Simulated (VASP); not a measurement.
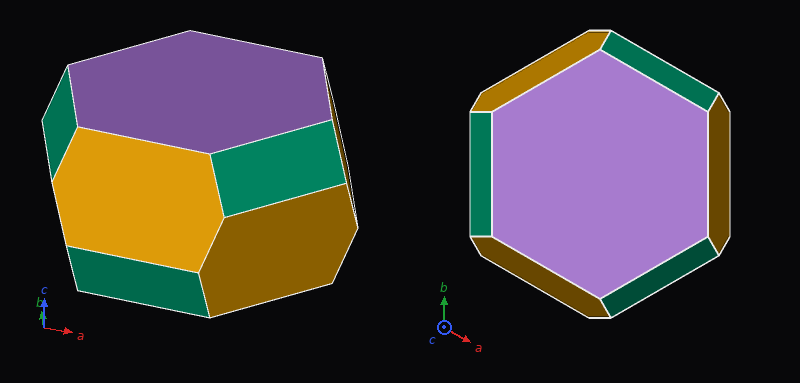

Two views of one computed crystal shape (BFDH rule; symmetry-equivalent faces share a colour; the right view looks down the c axis). A face and its opposite count as equivalent. Forms under 0.4 % of the area are left out.

What symmetry does this shape have?

Trigonal, Laue class -3m. A BFDH shape is always centrosymmetric and shows few forms, so it can't tell the point group within that class, and the other Laue class of the same system could look alike. It was computed for BN in R3m, with forms {101}, {003} and {012}.

Origin: a cell listed in the Materials Project, as set up for an electronic-structure calculation.
